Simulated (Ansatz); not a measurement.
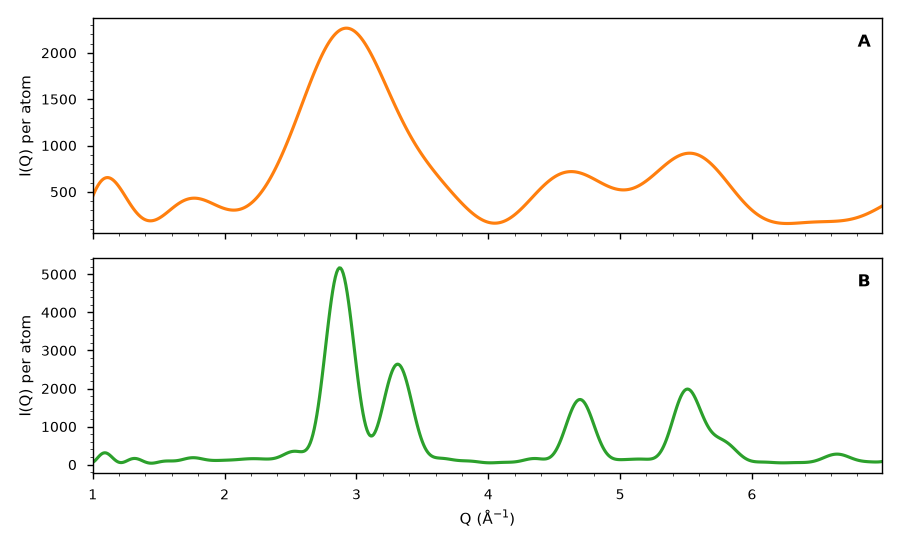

X-ray scattering of spheres cut from the crystal structure of Ru (Fm-3m, a = 3.780 Å, b = 3.780 Å, c = 3.780 Å, α = 90.00°, β = 90.00°, γ = 90.00°), calculated atom by atom with the Debye equation (B = 0.5 Å², no relaxation of the surface). It is based on the input geometry of an electronic-structure calculation (not necessarily at equilibrium); the starting structure was generated, so it need not be a known form of this composition.

Question: The spheres are 10 and 28 Å across. Which curve is which?

Answer: curve A: 10 Å (43 atoms); curve B: 28 Å (887 atoms). Peak widths go roughly as 2π/D, so the largest sphere has the sharpest peaks.

Question: Index the main peaks of the largest sphere.

Answer: Q ≈ 2.87 Å⁻¹: 111; Q ≈ 3.31 Å⁻¹: 200; Q ≈ 4.70 Å⁻¹: 220; Q ≈ 5.51 Å⁻¹: 311.
